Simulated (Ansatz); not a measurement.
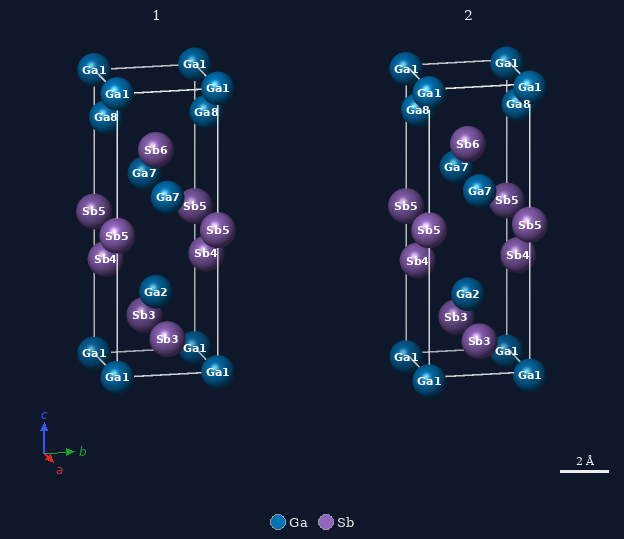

Two geometries of an interface cell of composition GaSb, drawn at one scale. One is the start of a relaxation, the other its converged end. The picture is a spheres-only view of the cell of the calculation, seen slightly off an axis.

Theory: Ansatz, DFT PBE, scalar-relativistic, plane waves, PAW. Settings: plane-wave cutoff 420 eV; k-point mesh 8 × 8 × 3; occupations gaussian; smearing width 0.1 eV; no spin polarisation; cell relaxed at fixed a, b, alpha, beta, gamma; force threshold 0.02 eV/Å; at most 45 steps.

Q: Which geometry has the lower energy?

A: Structure 2 is the relaxed one. Case: antiphase boundary on (0 0 1), species swapped. The largest moves relative to the cell, 0.16 Å, are those of Ga2 and Ga7. Ga2 goes along −c. By element the largest moves are Ga 0.16 Å, Sb 0.14 Å. The volume changes by +1.6 %, with a = b unchanged at 4.394 Å, c 12.428 → 12.624 Å (+1.6 %). Among the contacts that change: Sb4–Sb5 2.691 → 2.879 Å, Ga1–Ga8 2.691 → 2.539 Å, Ga1–Sb3 2.691 → 2.727 Å, Ga2–Sb4 2.691 → 2.717 Å. Among the angles between lasting bonds that change: Ga8–Ga1–Ga8 109.5° → 119.9°, Sb4–Sb5–Sb4 109.5° → 99.5°, Sb4–Sb5–Ga7 109.5° → 112.3°. Over 4 accepted moves (5 points after the start) the energy falls by 0.392 eV per cell of the calculation. The largest force component goes from 1.6 to 0.0019 eV/Å. The pressure goes from 2.14 to 0.46 GPa. At 1 point the geometry stayed and the basis and grid were re-selected for the new cell (energy shift of 0.7 meV per cell of the calculation at most each time).
